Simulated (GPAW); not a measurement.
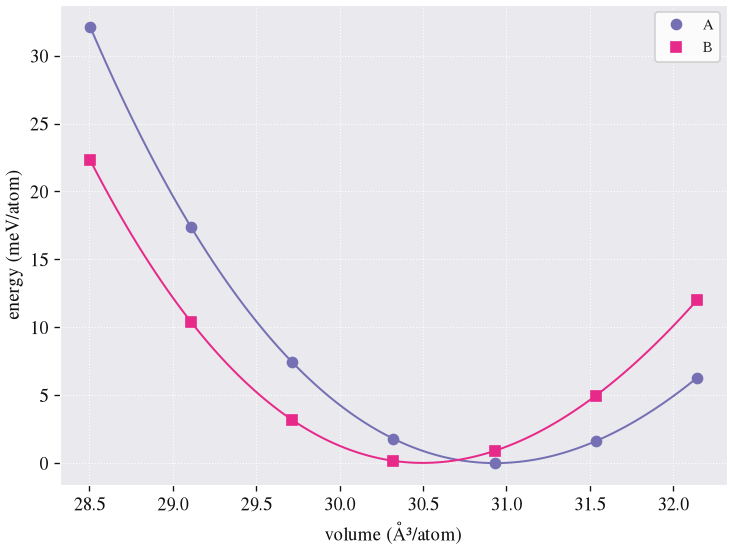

The figure compares two calculations of the energy against volume, each curve from its own zero. The first is for Pb, space group Fm-3m (No. 225).

The cell holds 1 atom.

Calculation (GPAW 26.7.0): PAW DFT in plane waves, on a grid or in atomic orbitals, no spin polarisation; energies at scaled volumes of the given cell, shape and fractions fixed, counted from the fit's minimum, third-order Birch-Murnaghan fit. Level: r2SCAN.

k mesh 9×9×9; occupations Fermi–Dirac; smearing width 0.05 eV; potentials GPAW PAW data sets (gpaw data 1.2.1); wave cutoff 600 eV; program settings basis pw.

In the second, the level changes from r2SCAN to r2SCAN with D4.

### Which of A and B is the second calculation, and what did the change do?

B. The equilibrium volume falls from 30.93 to 30.50 Å³/atom (−1.4 %) and the bulk modulus rises from 45.9 to 48.0 GPa (+4.6 %).

For both, limits of the calculation: spin-orbit coupling left out, heavy elements.

V0 and the bulk modulus come from third-order Birch–Murnaghan fits.
